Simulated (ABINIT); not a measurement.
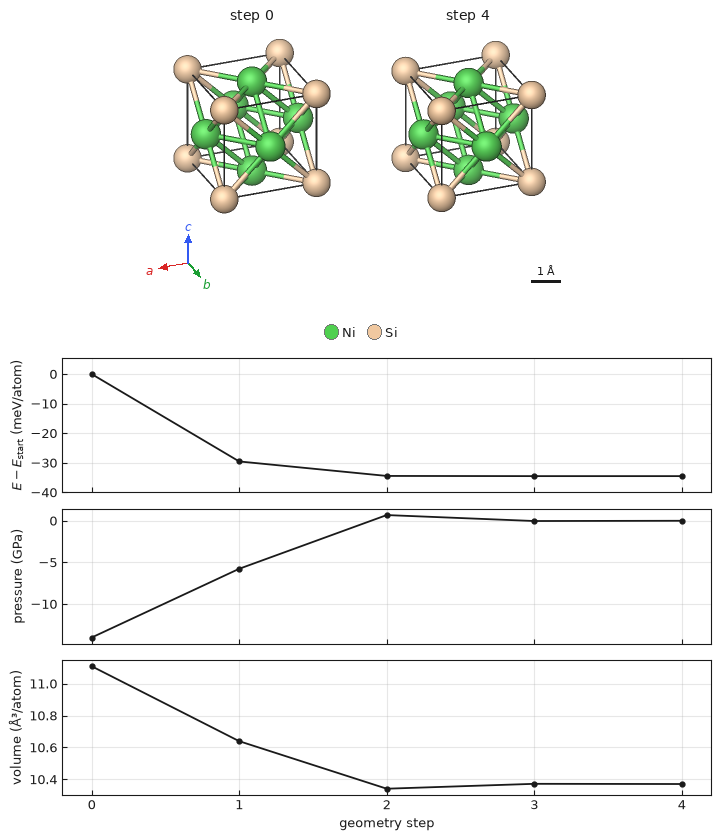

First and last geometry of a relaxation of solid SiNi₃ (set up in Pm-3m), with the history of the run. The picture is a ball-and-stick view of the cell of the calculation, seen from a free direction.

The run lets cell and atoms move.

The calculation used Kohn-Sham DFT of a periodic cell, PBEsol, Ansatz PAW PBE default generated set, frozen core in ABINIT.

Input file:
```
# Pseudopotentials
pp_dirpath "./"
pseudos "Ni.GGA_PBE-ansatz.xml, Si.GGA_PBE-ansatz.xml"

# Structure
acell 3*1.0
rprim
     6.6934099334     0.0000000000     0.0000000000
     0.0000000000     6.6934099334     0.0000000000
     0.0000000000     0.0000000000     6.6934099334
ntypat 2
znucl 28 14
natom 4
typat 1 1 1 2
chkprim 0
chksymtnons 0
tolsym 1.0e-6
xred
            1/2            1/2            0.0
            1/2            0.0            1/2
            0.0            1/2            1/2
            0.0            0.0            0.0

# Plane-wave basis
ecut 15.4
pawecutdg 30.8
pawxcdev 0
pawovlp -1
ecutsm 0.5

# k points
kptopt 1
ngkpt 6 6 6
nshiftk 1
shiftk 0.0 0.0 0.0

# Exchange and correlation
ixc -116133

# Bands and occupations
nband 36
occopt 3
tsmear 0.05 eV

# Spin
nsppol 2
spinat
     0.0000000000     0.0000000000     1.0000000000
     0.0000000000     0.0000000000     1.0000000000
     0.0000000000     0.0000000000     1.0000000000
     0.0000000000     0.0000000000     0.0000000000

# SCF cycle
nstep 80
tolvrs 1.0e-10

# Output
iomode 3
prteig 0
prtebands 0
prtwf 0
prtden 0

# Relaxation
ionmov 2
optcell 2
ntime 50
tolmxf 2.0e-5
dilatmx 1.08
```

Launched with:
```bash
abinit run.abi > log 2>&1
```

Q: Did the run converge, and what did it change?

A: It converged. No atom moves by more than 0.005 Å relative to the cell. The volume changes by −6.6 %, with a = b = c 3.542 → 3.462 Å (−2.3 %). Near-neighbour distances that change, for instance: Ni–Si 2.505 → 2.448 Å, Ni–Ni 2.505 → 2.448 Å. The space group stays Pm-3m (No. 221). After 4 geometry steps the energy has fallen by 34.5 meV per atom. All forces vanish by symmetry, so only the cell relaxes. The pressure goes from −14.02 to 0.00 GPa.

Limits of the set-up: only the magnetic order of this start and cell was tried (total moment 0.0 μB per cell).
